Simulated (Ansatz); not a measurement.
## What a change does: single-point calculation on SiC

System: SiC (4 atoms in the cell).
Method of run A: Kohn-Sham DFT of a periodic cell, PBE with D4, Ansatz PAW, no spin polarisation (Ansatz 0.2.0).

The structure derives from an entry of the Crystallography Open Database. Text and figures count atoms from 1; the logs count them from 0 in places.

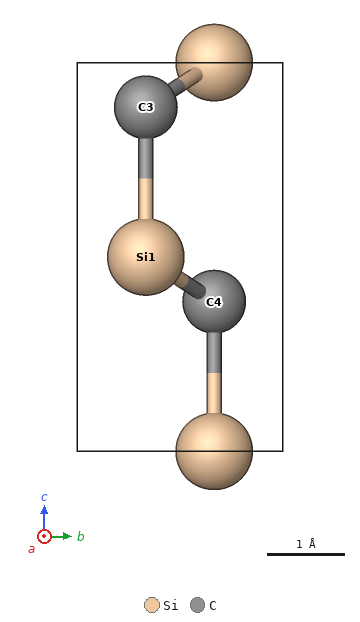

Figure 1. The structure as given in the input (ball-and-stick view of the cell of the calculation, along the a axis; atoms are numbered from 1 in the order of the input).

The input, run A:
```yaml
crystal:
  lattice:
    - [3.0963714546, 0.0, 0.0]
    - [-1.5481857273, 2.6815363392, 0.0]
    - [0.0, 0.0, 5.0814314379]
  atoms:
    - { symbol: Si, position: [0.6666666667, 0.3333333333, 0.5] }
    - { symbol: Si, position: [0.3333333333, 0.6666666667, 0.0] }
    - { symbol: C, position: [0.6666666667, 0.3333333333, 0.885] }
    - { symbol: C, position: [0.3333333333, 0.6666666667, 0.385] }
hamiltonian:
  xc: pbe
  pseudopotentials: { kind: paw }
  dispersion: d4
kpoints:
  mp_grid: { grid: [10, 10, 5] }
scf:
  occupations: { method: fermi_dirac, width: 0.05 }
output:
  forces: true
  stress: true
  eigenvalues: true
```

Launched with:
```bash
ansatz run input.yaml --threads 2 --pin off --max-ram 5120MiB --backend cpu --events-out ev --progress --plain --runs-dir out
```

Hardware: 2 threads of Arm Neoverse V2, 24 GiB of memory available, shared host.

Output, shortened to warnings, some set-up lines, iterations and results (run A):
```
Basis set: ecut = 420 eV, 809 PW (Γ), exchange–correlation on 48×48×72 points (8 copies of the dense FFT grid, shifted against one another)
Symmetry: 12 space group operations
k-points: 42 of 500 (time reversal used)
Initial density: superposition of atomic densities (neutral atoms: chi_scale 0, normalization atom), corrected by the library's trained network
[...]
SCF iter   1: F=—  HF=-1775.568929 eV  |F-HF|=—  |Δ(HF+E_count)|=         —  Δρ=2.55e-3  dr2=3.00e-3  ethr=1.77e-3  ⟨swp⟩=5.2  Hψ=3314  notcnv=0
SCF iter   2: F=—  HF=-1775.568768 eV  |F-HF|=—  |Δ(HF+E_count)|=   1.61e-4  Δρ=9.26e-4  dr2=2.30e-4  ethr=1.88e-5  ⟨swp⟩=2.3  Hψ=1194  notcnv=0
SCF iter   3: F=—  HF=-1775.568785 eV  |F-HF|=—  |Δ(HF+E_count)|=   1.68e-5  Δρ=3.89e-4  dr2=2.70e-5  ethr=1.44e-6  ⟨swp⟩=2.0  Hψ=771  notcnv=0
SCF iter   4: F=—  HF=-1775.568831 eV  |F-HF|=—  |Δ(HF+E_count)|=   4.59e-5  Δρ=6.27e-5  dr2=8.27e-7  ethr=1.69e-7  ⟨swp⟩=2.5  Hψ=821  notcnv=0
SCF iter   5: F=-1775.568832 eV  HF=-1775.568832 eV  |F-HF|=1.49e-8  |Δ(HF+E_count)|=   1.26e-6  Δρ=6.29e-6  dr2=7.46e-9  ethr=5.17e-9  ⟨swp⟩=2.1  Hψ=826  notcnv=0
SCF iter   6: F=-1775.568832 eV  HF=-1775.568832 eV  |F-HF|=1.46e-10  |Δ(HF+E_count)|=   1.67e-8  Δρ=8.13e-7  dr2=1.97e-10  ethr=4.66e-11  ⟨swp⟩=2.0  Hψ=1730  notcnv=0
SCF 1 converged in 6 iterations: F = -1775.568832 eV  dr2 = 1.97e-10
SCF converged after 6 iterations
Free energy (F): -1775.568832 eV
Harris-Foulkes:  -1775.568832 eV  (|F-HF|=1.46e-10)
Internal energy: -1775.568832 eV  (E = F + TS)
E sigma→0 (E₀):  -1775.568832 eV
Fermi energy:    10.751737 eV
--- Per-component energies (eV) ---
  E_band       = 54.341340
  E_kinetic    = 269.624889
  E_local      = -213.444608  (includes V_loc(G=0)·N_el)
  E_nonlocal   = 103.201494
  E_hartree    = 65.589369
  E_xc         = -210.422783
  E_vxc        = -217.980978  (∫ρ·V_xc dr)
  E_paw        = -1223.991806  (= ΣΔE_a)
  E_vpaw       = -18.238112  (= ΣTr[D̂ρ^β])
  E_aug_tail   = 0.000026  (compensation charges beyond the density's cutoff)
  E_ewald      = -564.830178
  E_disp       = -1.295235  (pairwise vdW)
  E_smearing   = -0.000000  (= −TS)
  E_closure    = 0.000000  (closes the sum)
  Σ components = -1775.568832   (vs F -1775.568832, Δ=0.00e0)
--- Forces (eV/Å), atoms counted from 1 ---
  atom   1  Si     0.00000000     0.00000000     0.70601901
  atom   2  Si     0.00000000    -0.00000000     0.70601901
  atom   3  C      0.00000000     0.00000000    -0.70602180
  atom   4  C      0.00000000    -0.00000000    -0.70602180
  max |Σ_I F_I| component: 5.58e-6 eV/Å
--- Stress (GPa, compression-positive) ---
       -3.405993       0.000000       0.000000
       -0.000000      -3.405993       0.000000
        0.000000       0.000000      -7.173867
  P = ⅓ Tr σ = -4.6620 GPa (-46.620 kbar)
```

For run B the input was changed thus:
```diff
-  xc: pbe
+  xc: blyp
-  dispersion: d4
```

Predict how the results change.

The total energies belong to different models, so their difference says nothing on which is more stable or more accurate. The gap on the mesh goes from 2.51 to 2.81 eV. The pressure goes from −4.66 to 3.86 GPa. The largest force goes from 0.706 to 0.730 eV/Å. The functional changes from PBE to BLYP. The number of SCF iterations is the same.

Output, shortened to warnings, some set-up lines, iterations and results (run B):
```
Basis set: ecut = 420 eV, 809 PW (Γ), exchange–correlation on 48×48×72 points (8 copies of the dense FFT grid, shifted against one another)
Symmetry: 12 space group operations
k-points: 42 of 500 (time reversal used)
Initial density: superposition of atomic densities (neutral atoms: chi_scale 0, normalization atom), corrected by the library's trained network
[...]
SCF iter   1: F=—  HF=-1783.046785 eV  |F-HF|=—  |Δ(HF+E_count)|=         —  Δρ=1.45e-2  dr2=8.95e-2  ethr=1.77e-3  ⟨swp⟩=5.3  Hψ=3328  notcnv=0
SCF iter   2: F=—  HF=-1783.018168 eV  |F-HF|=—  |Δ(HF+E_count)|=   2.86e-2  Δρ=3.48e-3  dr2=5.78e-3  ethr=5.59e-4  ⟨swp⟩=2.6  Hψ=1290  notcnv=0
SCF iter   3: F=—  HF=-1783.016342 eV  |F-HF|=—  |Δ(HF+E_count)|=   1.83e-3  Δρ=1.29e-3  dr2=6.37e-4  ethr=3.61e-5  ⟨swp⟩=2.1  Hψ=784  notcnv=0
SCF iter   4: F=—  HF=-1783.016153 eV  |F-HF|=—  |Δ(HF+E_count)|=   1.89e-4  Δρ=3.03e-4  dr2=3.14e-5  ethr=3.98e-6  ⟨swp⟩=2.0  Hψ=840  notcnv=0
SCF iter   5: F=—  HF=-1783.016156 eV  |F-HF|=—  |Δ(HF+E_count)|=   2.98e-6  Δρ=3.85e-5  dr2=4.85e-7  ethr=1.96e-7  ⟨swp⟩=2.4  Hψ=860  notcnv=0
SCF iter   6: F=-1783.016156 eV  HF=-1783.016156 eV  |F-HF|=4.77e-12  |Δ(HF+E_count)|=   1.50e-8  Δρ=2.76e-6  dr2=2.26e-9  ethr=6.25e-10  ⟨swp⟩=5.8  Hψ=2580  notcnv=0
SCF 1 converged in 6 iterations: F = -1783.016156 eV  dr2 = 2.26e-9
SCF converged after 6 iterations
Free energy (F): -1783.016156 eV
Harris-Foulkes:  -1783.016156 eV  (|F-HF|=4.77e-12)
Internal energy: -1783.016156 eV  (E = F + TS)
E sigma→0 (E₀):  -1783.016156 eV
Fermi energy:    11.299306 eV
--- Per-component energies (eV) ---
  E_band       = 61.902453
  E_kinetic    = 272.675822
  E_local      = -221.516165  (includes V_loc(G=0)·N_el)
  E_nonlocal   = 106.878947
  E_hartree    = 68.287768
  E_xc         = -206.738998
  E_vxc        = -212.645425  (∫ρ·V_xc dr)
  E_paw        = -1237.805583  (= ΣΔE_a)
  E_vpaw       = -20.065848  (= ΣTr[D̂ρ^β])
  E_aug_tail   = 0.000027  (compensation charges beyond the density's cutoff)
  E_ewald      = -564.830178
  E_core_change = 0.032204  (= ΣΔE_core)
  E_smearing   = -0.000000  (= −TS)
  E_closure    = -0.000000  (closes the sum)
  Σ components = -1783.016156   (vs F -1783.016156, Δ=0.00e0)
--- Forces (eV/Å), atoms counted from 1 ---
  atom   1  Si     0.00000000     0.00000000     0.73027065
  atom   2  Si     0.00000000    -0.00000000     0.73027065
  atom   3  C     -0.00000000     0.00000000    -0.73029157
  atom   4  C     -0.00000000    -0.00000000    -0.73029157
  max |Σ_I F_I| component: 4.18e-5 eV/Å
--- Stress (GPa, compression-positive) ---
        4.911859       0.000000       0.000000
        0.000000       4.911859       0.000000
        0.000000       0.000000       1.758309
  P = ⅓ Tr σ = 3.8607 GPa (38.607 kbar)
```

The two runs side by side:

```tsv
quantity	run A	run B
outcome	converged	converged
free energy per atom (eV)	−443.8922	−445.7540
gap on the mesh (eV)	2.51	2.81
pressure (GPa)	−4.66	3.86
largest force (eV/Å)	0.706	0.730
SCF iterations	6	6
irreducible k-points	42	42
plane waves at Γ	809	809
wall time (shared host)	1.3 s	1.2 s
```

For run B: Points of doubt noted for this run: forces on files of another functional.
